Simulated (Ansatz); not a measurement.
MoS₂

Input

```
crystal:
  lattice:
    - [3.2699360711, 0.0, 0.0]
    - [-1.6349680355, 2.8318477062, 0.0]
    - [0.0, 0.0, 6.3955418068]
  atoms:
    - { symbol: Mo, position: [0.0, 0.0, 0.5] }
    - { symbol: S, position: [0.6666666667, 0.3333333333, 0.74468068] }
    - { symbol: S, position: [0.3333333333, 0.6666666667, 0.25531932] }
hamiltonian:
  xc: blyp
  pseudopotentials: { kind: paw }
  dispersion: d3bj
kpoints:
  mp_grid: { grid: [9, 9, 4] }
scf:
  occupations: { method: fermi_dirac, width: 0.05 }
output:
  forces: true
  stress: true
  eigenvalues: true
  write_density: true
  write_potential: true
  elf: true
  volumetric_format: npy
```

Launched as:

```sh
ansatz run input.yaml --threads 2 --pin off --max-ram 5120MiB --backend cpu --events-out ev --progress --plain --runs-dir out
```

Below, planes, directions and counts refer to the conventional cell (a = 3.27 Å, b = 3.27 Å, c = 6.40 Å, α = 90.00°, β = 90.00°, γ = 120.00°).

Space group P-3m1; a structure from a database of computed crystals, not necessarily the ambient phase; computed pressure about −4 GPa in this cell.

The calculation used Kohn-Sham DFT of a periodic cell, BLYP with D3(BJ), Ansatz PAW (Ansatz 0.2.0).

The density is the valence pseudo-density of a PAW calculation; it isn't the true density close to the nuclei.

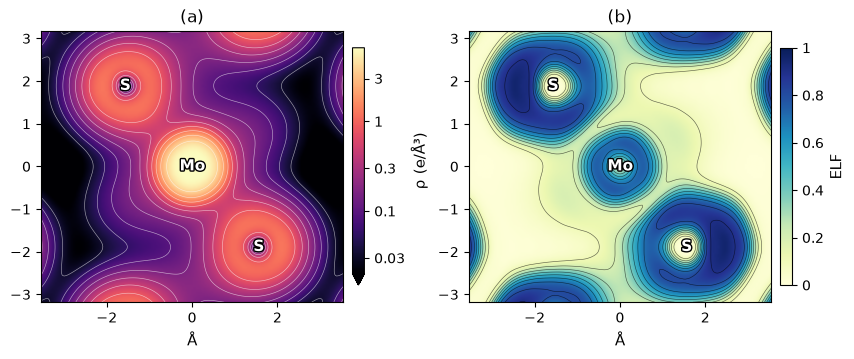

Figure 1. (a) valence charge density (pseudo); (b) ELF on the (110) plane of the conventional cell.

### Read the bonding off the picture.

Atoms in the plane: Mo and S. Mo–S (2.45 Å): ρ is about 0.53 e/Å³ halfway; the ELF peaks at about 0.85 in the valence shell of S, 0.8 Å from its nucleus, and is about 0.40 at the midpoint. Between the atoms the lowest density in this plane is 0.009 e/Å³. The features right at Mo lie inside the PAW spheres, where the map follows smoothed inner orbitals and isn't to be read closely.

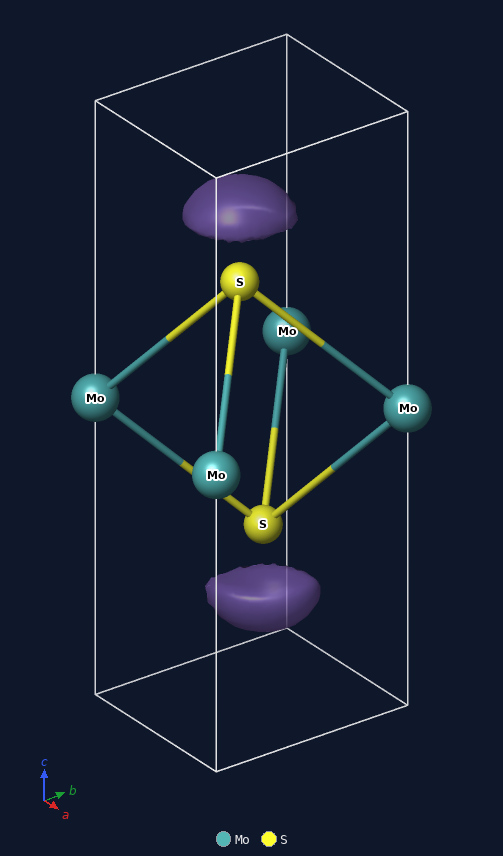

Figure 2. Isosurface of the electron localisation function at 0.9 (purple), seen slightly off an axis. Core shells and regions of very low density are left out. Sticks mark near contacts.

### Identify the bonds, lone pairs and shells in this picture.

At this value the surface marks out two lobes on S, pointing away from the bonds (lone pairs), counted in one cell of 3 atoms. Any copies at cell faces, edges or corners count once.

### Does the calculation make it a metal, or give it a gap?

It is gapless in this calculation (a metal or semimetal); semilocal functionals without U, or without the true magnetic order, often close the gap of such compounds.
